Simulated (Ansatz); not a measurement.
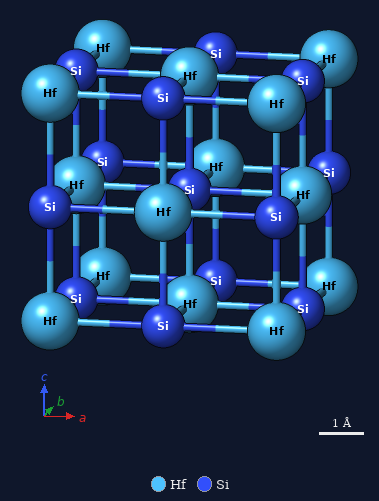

Normal modes of crystalline HfSi (a generated structure) at a fixed volume, space group Fm-3m (No. 225), at the zone centre. A ball-and-stick model of the conventional cell (4 times the calculation's cell), seen slightly off an axis. Lengths and directions refer to the drawn axes.

All numbers below come from Ansatz 0.2.0, DFT PBEsol, scalar-relativistic, plane waves, PAW. Set-up: plane-wave cutoff 420 eV; k-point mesh 10 × 10 × 10; occupations fermi dirac; smearing width 0.15 eV; no spin polarisation.

The frequencies depend somewhat on the k-mesh and the smearing.

Q: List the optical modes.

A: The calculation's cell holds 2 atoms, so there are 3 optical modes, in 1 level. The optical modes span T₁u. No level is unstable.

```json
{"level": "1", "symmetry": "T₁u", "frequency (cm⁻¹)": "349", "activity": "infrared-active"}
```

The crystal is a metal, so free carriers screen the infrared response.

The displacement patterns (one member of each degenerate set):

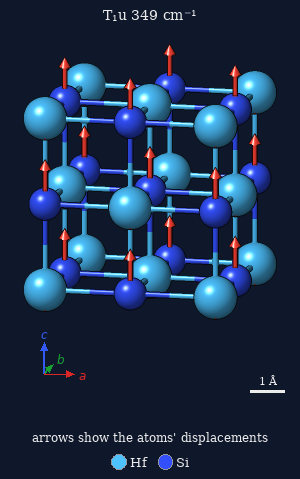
